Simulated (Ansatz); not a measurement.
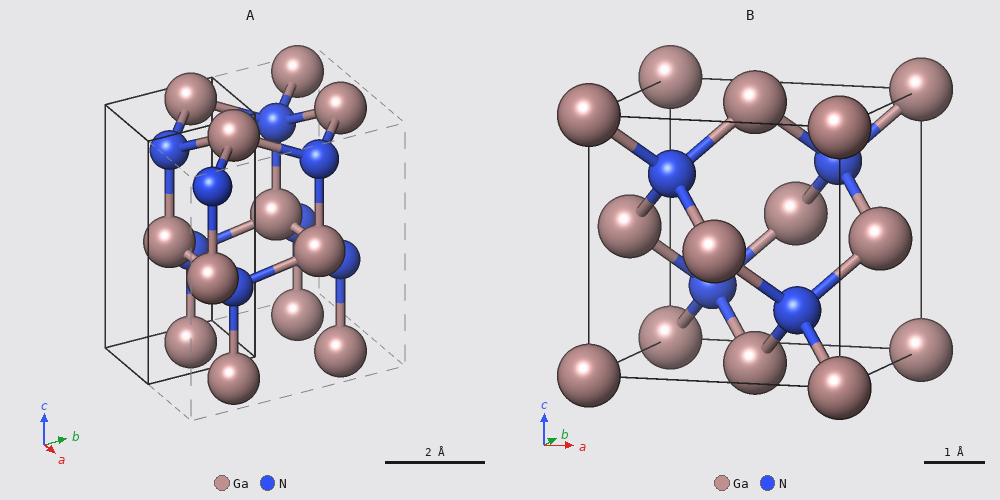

Two structures of GaN, each relaxed (cell and atoms) at zero pressure; conventional cells in solid outline, small ones repeated, each panel with its own scale. Alike in all runs: Ansatz 0.2.0; functional RPBE; dispersion D3(BJ); potentials Ansatz PAW; cutoff 420 eV; occupations fermi-dirac, width 0.05 eV; no spin polarisation; no spin-orbit coupling. The k meshes have like spacings.

Name the structure in each panel.

Answer. A: wurtzite, P6₃mc; B: zinc blende type, F-43m.

Which of these is lowest in energy, and how far above it do the others lie?

Answer. A, then B (+8 meV/atom), static energies at zero smearing.

Collect the results in a table.

Answer.
| panel | space group | E − E(lowest) (meV/atom) | volume (Å³/atom) | gap (eV) |
| --- | --- | --- | --- | --- |
| A | P6₃mc | 0 | 10.8 | 2.30 |
| B | F-43m | 8 | 10.8 | 2.10 |

The starts are database entries or structure types tried for this composition, and the most stable form need not be among them. Approximate functionals can misorder forms that lie within a few tens of meV/atom, as they do the rutile and anatase forms of TiO₂. Gaps are the least found on the k-mesh, which misses some points of high symmetry; where the band edges lie there, the true gap is smaller, at times by an eV.

Caveat: the plane-wave basis is chosen anew once the cell has moved, so the energies of steps on either side of that aren't comparable; semilocal functionals give gaps below the measured ones.
